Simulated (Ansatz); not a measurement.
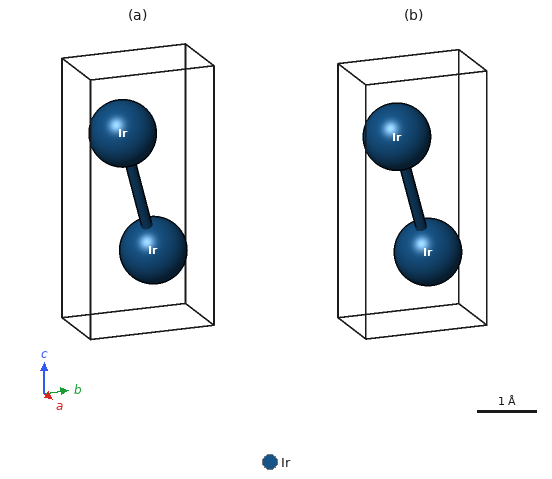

The structure of solid Ir (set up in P-1) before (left) and after (right) a relaxation, at one scale.

Style: ball-and-stick. Shown: the cell of the calculation, slightly off an axis.

The run lets cell and atoms move, from this start: all atoms moved at random, sigma 0.02 A a component.

The calculation used Ansatz 0.2.0, Kohn-Sham DFT of a periodic cell, LDA, Ansatz PAW.

Input file:
```yaml
crystal:
  lattice:
    - [2.75137789, 0.0, 0.0]
    - [-1.37568895, 2.38276315, 0.0]
    - [0.0, 0.0, 4.46229]
  atoms:
    - { symbol: Ir, position: [0.66935147, 0.3368738, 0.74829509] }
    - { symbol: Ir, position: [0.33064853, 0.6631262, 0.25170491] }
hamiltonian:
  xc: lda
  pseudopotentials: { kind: paw }
kpoints:
  mp_grid: { grid: [11, 11, 6] }
scf:
  occupations: { method: fermi_dirac, width: 0.05 }
output:
  forces: true
  stress: true
  eigenvalues: true
relax:
  f_tol: 0.01
  max_steps: 40
  cell: { stress_tol: 0.05, p_target: 5.0 }
```

Command:
```bash
ansatz run input.yaml --threads 2 --pin off --max-ram 5632MiB --backend cpu --events-out ev --progress --plain --runs-dir out
```

Q: Describe what moved and what it gained.

A: The largest moves relative to the cell, 0.011 Å, are those of Ir atoms. Cell: a = b 2.751 → 2.695 Å (−2.1 %), c 4.462 → 4.370 Å (−2.1 %). Volume −6.1 %. Among the contacts that change: Ir–Ir 2.761 → 2.682 Å, Ir–Ir 2.751 → 2.695 Å, Ir–Ir 2.719 → 2.682 Å. The space group (tolerance 0.01 Å) goes from P-1 (No. 2) to P6_3/mmc (No. 194). The energy falls by 40.3 meV per atom in 3 accepted moves (5 points after the start). With the target pressure of 5 GPa, the enthalpy E + pV changes by −68.0 meV per atom. The largest force component goes from 0.14 to under 0.0001 eV/Å. The pressure goes from −17.76 to 5.04 GPa. The line search rejected the trial step at point 1 of the run. At 1 point the geometry stayed and the basis and grid were re-selected for the new cell (energy shift of 0.3 meV per atom at most each time).
